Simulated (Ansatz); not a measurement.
Si$_{32}$N (cell charge +1, with a compensating background) (cell with a defect)

```
Si N
1.0
     5.43383    5.43383   -5.43383
    -5.43383   -5.43383   -5.43383
    -5.43383    5.43383    5.43383
Si N
32 1
Direct
  0.25319 0.48267 0.99133
  0.50046 0.24637 0.99976
  0.74257 0.00249 0.00268
  0.74773 0.48521 0.48331
  0.00047 0.49437 0.23958
  0.25833 0.26042 0.26059
  0.46692 0.97429 0.22768
  0.74258 0.74929 0.25588
  0.00035 0.80530 0.05868
  0.53404 0.50782 0.76121
  0.74774 0.22993 0.73860
  0.00041 0.24388 0.49727
  0.25834 0.00720 0.51381
  0.50047 0.74638 0.49975
  0.00046 0.98618 0.74775
  0.25320 0.73794 0.73607
  0.21999 0.70538 0.95877
  0.50875 0.49666 0.99862
  0.74621 0.24785 0.99284
  0.74621 0.73945 0.50123
  0.00048 0.75545 0.27971
  0.25473 0.50213 0.24711
  0.49215 0.23695 0.24177
  0.73685 0.99365 0.24704
  0.00047 0.02633 0.00883
  0.50876 0.74523 0.75005
  0.78090 0.48581 0.73919
  0.00046 0.49025 0.48712
  0.26402 0.25729 0.51068
  0.49216 0.98839 0.49034
  0.00046 0.23373 0.74364
  0.25472 0.99371 0.75552
  0.00044 0.64825 0.90167
```

Computed with Ansatz, DFT PBEsol, scalar-relativistic, plane waves, PAW.

In a PAW calculation such maps are meaningful between the atoms, not at the nuclei.

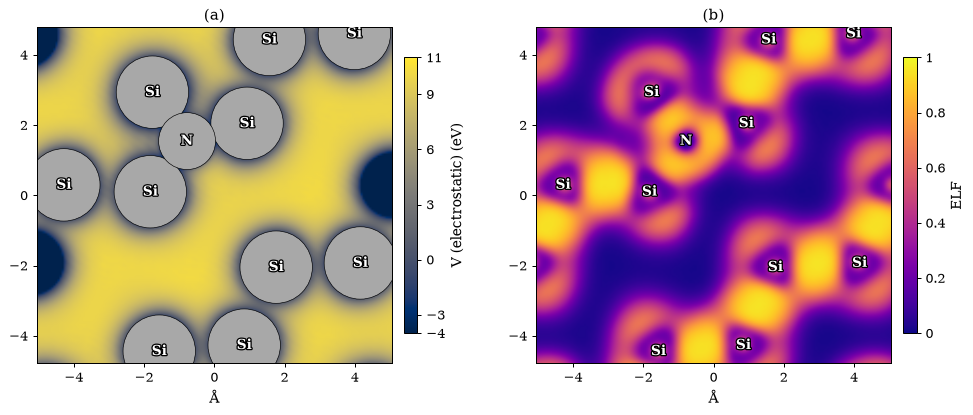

Figure 1. (a) electrostatic potential (local pseudopotential plus Hartree) felt by an electron; (b) ELF on the (011̄) plane of the calculation cell. Grey discs cover the atomic cores in the potential map.

Q: What does the map show?

A:
- The section cuts through Si and N sites.
- Si–N (1.71 Å): the ELF peaks at about 0.90 between the atoms (a polar covalent bond).
- Si–N (1.78 Å): the ELF peaks at about 0.85 between the atoms: a shared but strongly polarised pair.
- Si–Si (2.40 Å): the ELF peaks at about 0.95 between the atoms, as expected for a shared electron pair.
- Si–Si (2.47 Å): the ELF peaks at about 0.95 between the atoms: a covalent bond.
- Outside the cores the potential energy rises away from the atoms and is highest about 2.2 Å from the nearest atoms; its zero is arbitrary.

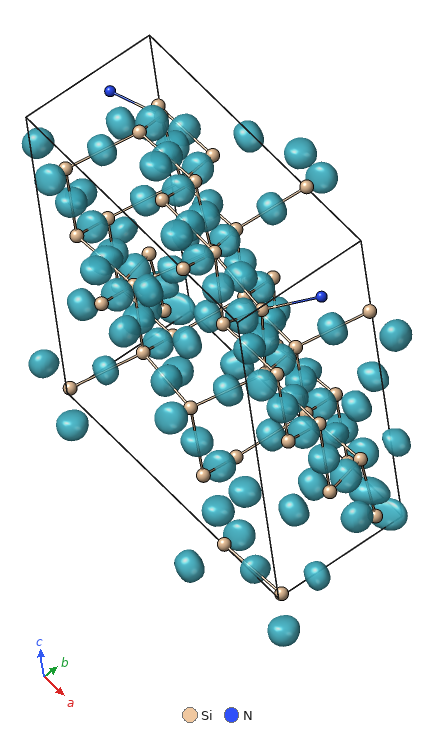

Figure 2. Isosurface of the electron localisation function at 0.9 (cyan), seen slightly off an axis. Only the valence region is drawn (cores and ρ < 0.01 e/Å³ removed). Sticks mark near contacts.

Q: Describe the localisation domains.

A: The ELF exceeds this value in 62 regions between bonded Si–Si atoms (shared pairs), counted in one cell of 33 atoms. Any copies at cell faces, edges or corners count once. Profiles from the grid: Si–Si (2.28 Å): the ELF peaks at about 0.95 between the atoms, as expected for a shared electron pair.
